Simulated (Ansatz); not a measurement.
# Where Br_N puts its levels in the gap of AlN (P6_3mc), part 2 of 2

Wanted: the transition levels of a substitutional impurity in AlN (P6_3mc), from a cell of 72 host atoms with 1 N taken out and 1 Br put in.

Ansatz; place-levels on r2SCAN runs: charge-transition levels and formation energies with image-charge correction and potential alignment at the atomic sites; PAW set soft_1.

So far: The structure; The runs of each charge state; Placing the levels, r2SCAN.

## Step 3: Placing the levels, r2SCAN (continued)

Levels between the charges placed, in eV above the valence top:

```tsv
	gap (eV)	(+2/+1)	(+1/0)	(0/−1)
r2SCAN	4.88	4.68	3.61	5.25
```

Corrections by state:

```tsv
charge	moment (μB)	image terms and alignment (eV)	band filling (eV)	ε used	over the lowest of its charge, as the program ranks them, band filling apart (eV)
+2	0.0	1.415	-	principal values (8.15, 8.15, 9.65)	0.000
+1	1.0	0.492	-	principal values (8.15, 8.15, 9.65)	0.000
0	0.0	0.000	-	-	0.000
−1	1.0	-0.033	-	principal values (8.15, 8.15, 9.65)	0.000
```

The charged structures listed were also run neutral, and place-levels reads from each pair, by the potential or the spins, how wide the charge is by which they differ; that can be the carrier of either run.

```tsv
charge	rms radius (Å)	spread where it is widest against the cell (Å)	wide from (Å)	reading
+2	4.1	2.50	1.40	wide
+1	3.2	1.82	1.40	wide
−1	2.2	1.64	1.40	wide
```

The neutral runs of these pairs need not share the spin of the lowest neutral state, and very wide values only mean spread over the cell.

From the program's caveats on the states, each cut to its opening words:

- charge +2: it parts from the run at its places by a charge that spreads by about 2.5 Å along one vector (1.4 Å or more is wide), by its potential at epsilon [4.49, 4.49, [...]
- charge +2: the far atoms show a dipole or second moment of the defect's charge, for which the correction takes or leaves out 0.07 eV: further moments aren't read, and the [...]
- charge +2: its displacements don't fall off away from the defect: farther atoms stand 0.025 Å off the host's places
- charge +1 (1 μB): it parts from the run at its places by a charge that spreads by about 1.8 Å along one vector (1.4 Å or more is wide), by the spins about the atoms, where the [...]
- charge +1 (1 μB): the far atoms show a dipole or second moment of the defect's charge, for which the correction takes or leaves out 0.063 eV: further moments aren't read, and [...]
- charge +1 (1 μB): its displacements don't fall off away from the defect: farther atoms stand 0.042 Å off the host's places
- charge +1 (1 μB), −1 (1 μB): flagged: stability check not made
- charge 0: its alignment with the host at atomic sites is doubtful: the mean over the far sites moves by +0.0947 eV from their farther parts to their nearer, more than [...]
- charge −1 (1 μB): it parts from the run at its places by a charge that spreads by about 1.6 Å along one vector (1.4 Å or more is wide), by its potential at epsilon [4.49, 4.49, [...]
- charge −1 (1 μB): its displacements don't fall off away from the defect: farther atoms stand 0.069 Å off the host's places

The host's formation energy from the elements is -1.627 eV per atom; it sets how far the chemical potentials can move.

Limit set by the element alone; other compounds of these elements are not counted. Chemical potentials from the elements' reference states: Al 0.00 eV, N -3.25 eV, Br 0.00 eV. Formation energy by charge state (Al-rich; gap 4.88 eV):

```tsv
charge	at valence top (eV)	at conduction bottom (eV)	correction included (eV)
+2	-1.94	7.82	1.41
+1	2.74	7.62	0.49
0	6.35	6.35	0.00
−1	11.60	6.72	-0.03
```

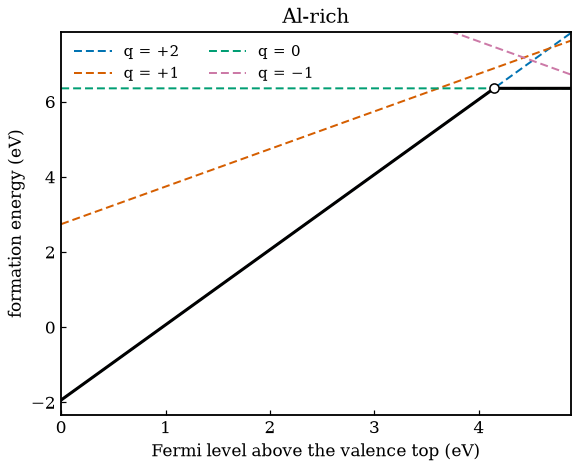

Formation energy against Fermi level; the thick line follows the lowest charge state and circles mark the transition levels.

Limit set by the element alone; other compounds of these elements are not counted. Chemical potentials from the elements' reference states: N 0.00 eV, Al -3.25 eV, Br 0.00 eV. Formation energies (N-rich), with the Fermi level at the valence top and at the conduction bottom (gap 4.88 eV):

```tsv
charge	at valence top (eV)	at conduction bottom (eV)	correction included (eV)
+2	1.32	11.07	1.41
+1	6.00	10.87	0.49
0	9.61	9.61	0.00
−1	14.86	9.98	-0.03
```

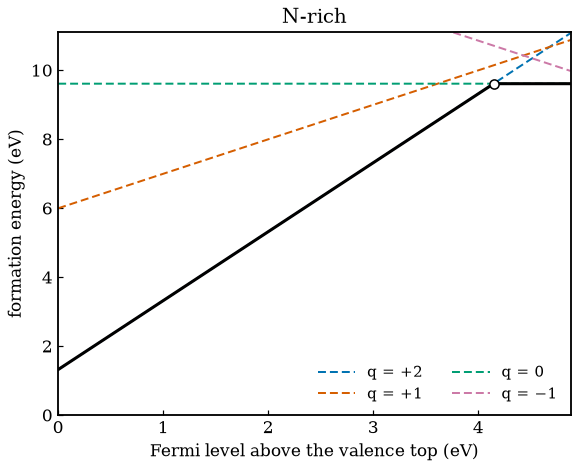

Formation energy against Fermi level; the thick line follows the lowest charge state and circles mark the transition levels.

## Step 4: Effect of the sampling

The relaxations' own energies give the levels at their sampling, for comparison.

levels.relax_mesh.yaml

```yaml
host:
  run: host.relax.run
states: [qm1_M1.relax.run, q0.relax.run, qp1_M1.relax.run, qp2.relax.run]
chemical_potentials:
  "N":
    energy: -384.814403
    dataset: "<sha256 of the dataset>"
  Br:
    energy: -2792.869391
    dataset: "<sha256 of the dataset>"
```

Launch:

```console
$ ansatz place-levels levels.relax_mesh.yaml -- --threads 4 --pin off --max-ram 7536MiB
```

What it wrote:

```text
[...]
(0/-1) 5.311 eV above the valence edge, in the conduction band
[...]
formation energy of charge +2: +1.253 eV with the Fermi level at the valence edge
formation energy of charge +1: +5.980 eV with the Fermi level at the valence edge
formation energy of charge 0: +9.625 eV with the Fermi level at the valence edge
formation energy of charge -1: +14.936 eV with the Fermi level at the valence edge
  edges by r2scan, gap 4.886 eV; the host is sampled to repeats of 13.64 Å
[... the lines on each state left out ...]
```

Run time: 0.14 s. Hardware: 4 threads of Arm Neoverse V2, shared host.

Levels between neighbouring charges, in eV above the valence top:

```tsv
	gap (eV)	(+2/+1)	(+1/0)	(0/−1)
one point at (¼, ¼, ¼)	4.89	4.73	3.65	5.31
a 2×2×2 shifted mesh	4.88	4.68	3.61	5.25
```

Going from one point at (¼, ¼, ¼) to a 2×2×2 shifted mesh moves the levels that carry no band-filling term by up to 0.06 eV and formation energies against the elements by up to 0.08 eV.

## Step 5: Outcome

| Quantity | Value |
| --- | --- |
| gap of the host | 4.88 eV (r2SCAN) |
| level (plus 2/plus 1) | 4.68 eV above the valence top, not a change between lowest states |
| level (plus 1/0) | 3.61 eV above the valence top, not a change between lowest states |
| level (0/minus 1) | 5.25 eV above the valence top, past the conduction bottom |
| level (plus 2/0) | 4.14 eV above the valence top |
| lowest of the charges placed, just above the valence top (0.02 eV) | +2 |
| lowest of the charges placed, just below the conduction bottom (0.02 eV) | 0 |
| lowest formation energy at mid-gap of the charges run, Al-rich | 2.94 eV |
| lowest formation energy at mid-gap of the charges run, N-rich | 6.20 eV |

In words: Of the charges placed (−1, 0, +1 and +2), the lowest changes at 4.14 eV (+2/0) above the valence top, in a gap of 4.88 eV. (+2/0) passes over charge +1, which lies 0.53 eV above the two there; a lower structure or spin state of it, if missed, would change that. Charges above +2 were not placed, so these runs say nothing of levels that involve them. States placed: +2 at 0 μB; +1 at 1 μB; 0 at 0 μB; −1 at 1 μB. Other spin states or structures, where not listed, weren't placed. Br is taken at its element; compounds, which aren't counted here, bound the chemical potentials and would shift these formation energies. Going from one point at (¼, ¼, ¼) to a 2×2×2 shifted mesh moves the levels that carry no band-filling term by up to 0.06 eV and formation energies against the elements by up to 0.08 eV. The program doubts the alignment of potentials for at least one state, a sign that the cell is small. Limits: r2SCAN makes the gap too small and tends to spread out bound carriers; where a gas molecule sets a chemical potential or the host's formation energy, its binding is uncorrected.

[Logs are printed without paths, hosts, clocks, repeated set-up lines and the standing remarks that a program may print on its own settings, such as how far it seeks lower states.]

[Hosts, paths, dates, database ids (printed as entryN), source tags and the programs' standing remarks are cut or masked in the printed files.]

[Where a table of states has a column of steps, it counts the stored structures, which are thinned; the runs took as many ionic steps or more.]

[A defect's name tells the site on which it was built; relaxed atoms can leave that site.]

[For some hosts the program warned that the k-mesh of the response run may be too coarse for force constants and the static dielectric constant; such warnings are not shown here.]
